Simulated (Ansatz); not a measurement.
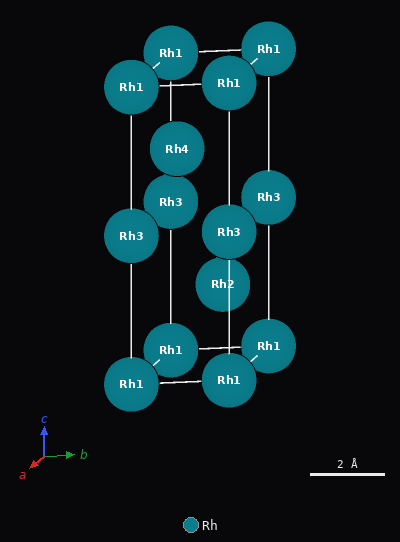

Fig. 1: The input geometry (spheres-only view of the cell of the calculation, seen at an oblique angle; atoms are numbered from 1 in the order of the input).

**Single-point calculation of Rh**

- system: Rh (P6₃/mmc, 4 atoms in the cell)
- method: DFT PBE, scalar-relativistic, plane waves, PAW, no spin polarisation (Ansatz 0.2.0)

The structure derives from a Materials Project entry. Figures and captions count atoms from 1; the log counts them from 0 in places.

The program's output
```
Engine: ansatz 0.2.0, aarch64-unknown-linux-gnu
Pseudopotentials: kind: paw
Pseudopotential: Rh, paw, valence charge 17, recommended cutoff 420 eV (normal), Rh.paw.azcp
Functional definition: PBE
  parameter kappa = 0.804
  parameter beta = 0.06672455060314922
  exchange = pbe_x(kappa = kappa, mu = beta*pi^2/3)
  correlation = pbe_c(beta = beta)
Crystal: 4 atoms, lattice volume = 55.206 Å³
Basis set: ecut = 420 eV, 1091 PW (Γ), exchange–correlation on 36×36×120 points (8 copies of the dense FFT grid, shifted against one another)
Bands: 41, of which v1, the nominal top of the filled ones, is band 34 counted from 1 (33 counted from 0)
Symmetry: 24 space group operations
Space group: P63/mmc (ITA 194), of the structure as read, at distance tolerance 3.8e-5 Å
k-points: 14 of 72
Non-local potential: Rh, projectors of the file, l = 0: 3, l = 1: 2, l = 2: 2, l = 3: 1
PAW form: soft (Blöchl's): semilocal exchange-correlation on the pseudo side does not see the compensation charge
PAW one-centre angular grid: Rh, 590 points (default); XC on 64 Gauss nodes
Initial density: superposition of atomic densities (neutral atoms: chi_scale 0, normalization atom), corrected by the library's trained network
Initial wavefunctions: pseudopotential atomic-orbital guess
Functional: x = pbe(κ = 0.804, μ = 0.2195149727645171), c = pbe(β = 0.06672455060314922)
SCF iter   1: F=—  HF=-25611.358609 eV  |F-HF|=—  |Δ(HF+E_count)|=         —  Δρ=1.25e-2  dr2=2.55e-2  ethr=1.77e-3  ⟨swp⟩=6.0  Hψ=1918  notcnv=0  defer=1
preconditioner: auto → Kerker (q_TF=auto, 2.825 Å⁻¹)  [metal: Δε(μ)=0.014 eV  Ē_g=6.479 eV  σ=0.100 eV  W_gap=0.08  n_scr=24 (ndim 8)  ℏωp=30.0 eV  f_vac=0.000  D(μ)=7.84/eV (n_scr^D=122)]
SCF iter   2: F=—  HF=-25611.357186 eV  |F-HF|=—  |Δ(HF+E_count)|=   1.42e-3  Δρ=5.87e-3  dr2=6.31e-3  ethr=3.76e-5  ⟨swp⟩=1.7  Hψ=801  notcnv=0  defer=2
SCF iter   3: F=—  HF=-25611.356259 eV  |F-HF|=—  |Δ(HF+E_count)|=   9.27e-4  Δρ=1.16e-3  dr2=2.65e-4  ethr=9.28e-6  ⟨swp⟩=2.2  Hψ=801  notcnv=0  defer=2
SCF iter   4: F=—  HF=-25611.356249 eV  |F-HF|=—  |Δ(HF+E_count)|=   9.91e-6  Δρ=2.36e-4  dr2=2.34e-5  ethr=3.89e-7  ⟨swp⟩=2.1  Hψ=953  notcnv=0  defer=2
SCF iter   5: F=—  HF=-25611.356196 eV  |F-HF|=—  |Δ(HF+E_count)|=   5.28e-5  Δρ=6.58e-5  dr2=1.48e-6  ethr=3.43e-8  ⟨swp⟩=2.1  Hψ=866  notcnv=0  defer=2
SCF iter   6: F=-25611.356196 eV  HF=-25611.356196 eV  |F-HF|=5.21e-9  |Δ(HF+E_count)|=   7.43e-9  Δρ=1.58e-5  dr2=6.08e-8  ethr=1.47e-10  ⟨swp⟩=4.9  Hψ=2312  notcnv=0
SCF 1 converged in 6 iterations: F = -25611.356196 eV  dr2 = 6.08e-8
  greatest PAW one-centre occupation: 1.000 electrons in one spin orbital (limit 2), on the Rh atom at site 3 (counted from 0), in its partial waves of l = 0
SCF converged after 6 iterations
Free energy (F): -25611.356196 eV
Harris-Foulkes:  -25611.356196 eV  (|F-HF|=5.21e-9)
Internal energy: -25611.318336 eV  (E = F + TS)
E sigma→0 (E₀):  -25611.337266 eV
Entropy (-TS):   -0.037860 eV (-9.465 meV/atom)
Fermi energy:    22.249869 eV
--- Per-component energies (eV) ---
  E_band       = -346.794349
  E_kinetic    = 2293.767617
  E_local      = -6272.685610  (includes V_loc(G=0)·N_el)
  E_nonlocal   = 1418.269497
  E_hartree    = 2206.414082
  E_xc         = -888.001788
  E_vxc        = -1114.843870  (∫ρ·V_xc dr)
  E_paw        = -14347.522716  (= ΣΔE_a)
  E_vpaw       = -1084.127743  (= ΣTr[D̂ρ^β])
  E_aug_tail   = 0.003406  (compensation charges beyond the density's cutoff)
  E_ewald      = -10021.562823
  E_smearing   = -0.037860  (= −TS)
  E_closure    = -0.000000  (closes the sum)
  Σ components = -25611.356196   (vs F -25611.356196, Δ=0.00e0)
--- Forces (eV/Å), atoms counted from 1 ---
  atom   1  Rh    -0.00000000     0.00000000     0.00000000
  atom   2  Rh    -0.00000000     0.00000000    -0.00000000
  atom   3  Rh     0.00000000     0.00000000     0.00000000
  atom   4  Rh    -0.00000000    -0.00000000     0.00000000
  max |Σ_I F_I| component: 2.08e-17 eV/Å
--- Stress (GPa, compression-positive) ---
        7.513354       0.000000      -0.000000
        0.000000       7.513354      -0.000000
       -0.000000      -0.000000       2.312372
  P = ⅓ Tr σ = 5.7797 GPa (57.797 kbar)
--- Band table (eV; the first three rows and the last of 14) ---
  k-point 0: bands = ["-56.5835", "-56.5437", "-56.5066", "-56.4664", "-24.8151", "-24.4732", "-24.4458", "-24.1391", "-24.1391", "-24.1059", "-24.1059", "-24.0919", "-24.0644", "-24.0644", "-24.0308", "-24.0308", "14.3466", "16.1281", "16.1614", "16.1954", "19.0620", "19.1060", "19.1703", "19.1703", "19.1909", "19.2231", "19.2231", "19.5911", "19.5911", "19.7167", "19.7167", "20.8619", "20.8619", "21.4289", "21.4289", "21.9494", "21.9494", "22.7060", "22.7060", "22.9835", "30.8318"]
  k-point 1: bands = ["-56.5685", "-56.5685", "-56.4816", "-56.4816", "-24.7123", "-24.7123", "-24.2007", "-24.2007", "-24.1261", "-24.1261", "-24.1261", "-24.1261", "-24.0441", "-24.0441", "-24.0441", "-24.0441", "14.9491", "14.9491", "16.3238", "16.3238", "18.9744", "18.9744", "19.3155", "19.3155", "19.3155", "19.3155", "19.4793", "19.4793", "19.4793", "19.4793", "21.1554", "21.1554", "21.1643", "21.1643", "21.1643", "21.1643", "22.3619", "22.3619", "22.3619", "22.3619", "33.3473"]
  k-point 2: bands = ["-56.5589", "-56.5253", "-56.4881", "-56.4541", "-24.7544", "-24.4882", "-24.4719", "-24.2738", "-24.2113", "-24.1820", "-24.1718", "-24.1666", "-24.1396", "-24.1143", "-24.0980", "-24.0550", "15.2683", "16.7719", "16.9137", "16.9497", "18.1324", "18.4097", "18.7473", "18.7481", "19.0237", "19.6504", "19.6670", "19.7880", "19.8756", "20.0780", "20.2865", "20.3616", "20.4368", "20.5594", "21.5900", "21.8853", "22.3812", "22.4870", "22.8085", "26.4939", "30.7104"]
  k-point 13: bands = ["-56.4603", "-56.4603", "-56.4231", "-56.4231", "-24.6004", "-24.6004", "-24.5865", "-24.5865", "-24.4683", "-24.4683", "-24.4522", "-24.4522", "-24.2644", "-24.2644", "-24.2578", "-24.2578", "17.1221", "17.1221", "17.7097", "17.7097", "18.0685", "18.0685", "18.2586", "18.2586", "19.1511", "19.1511", "19.1565", "19.1565", "20.5497", "20.5497", "21.2261", "21.2261", "22.4193", "22.4193", "22.6573", "22.6573", "29.1766", "29.1766", "29.3603", "29.3603", "30.0676"]
```

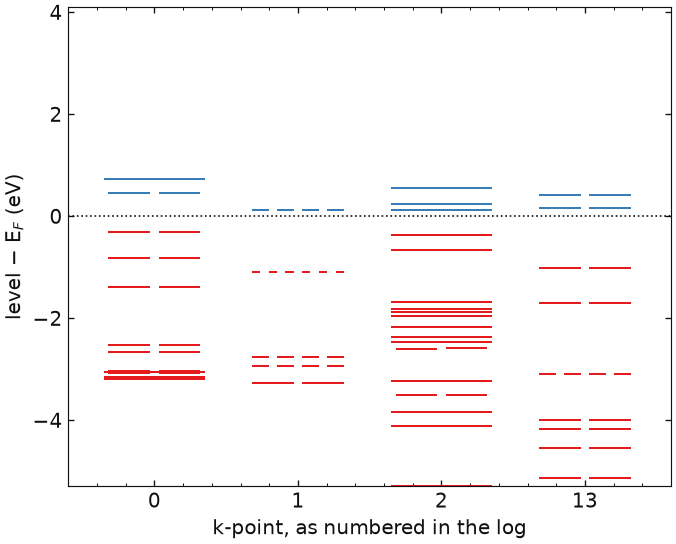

Fig. 2: Kohn–Sham levels near the Fermi level (dotted) at the few k-points that the log prints; levels within 0.02 eV of each other stand side by side. The system is metallic on the full mesh.

The run was set up as follows.

Input
```yaml
crystal:
  lattice:
    - [2.6917446234, 0.0, 0.0]
    - [-1.3458723117, 2.3311192244, 0.0]
    - [0.0, 0.0, 8.79807013]
  atoms:
    - { symbol: Rh, position: [0.0, 0.0, 0.0] }
    - { symbol: Rh, position: [0.33333333, 0.66666667, 0.25] }
    - { symbol: Rh, position: [0.0, 0.0, 0.5] }
    - { symbol: Rh, position: [0.66666667, 0.33333333, 0.75] }
basis:
  ecutwfc: 420
kpoints:
  mp_grid: { grid: [6, 6, 2] }
hamiltonian:
  xc: pbe
scf:
  occupations: { method: gaussian, width: 0.1 }
output:
  forces: true
  stress: true
  eigenvalues: true
```

Launch command:
```bash
ansatz run input.yaml --threads 1 --pin off --max-ram 2560MiB --backend cpu --events-out ev --progress --plain --runs-dir out
```

Summary

| quantity | value |
| --- | --- |
| outcome | converged |
| space group (tolerance 0.01 Å) | P6₃/mmc (194) |
| electrons treated | 68 |
| free energy | −25611.3562 eV |
| Fermi energy | 22.250 eV |
| gap on the k-point mesh | none (metallic) |
| pressure | 5.78 GPa |
| largest force (length of the vector) | under 0.001 eV/Å |
| hardware | 1 thread of Arm Neoverse V2, 240 GiB of memory available, shared host |
| wall time | 1.6 s |
| peak memory | 0.36 GiB |
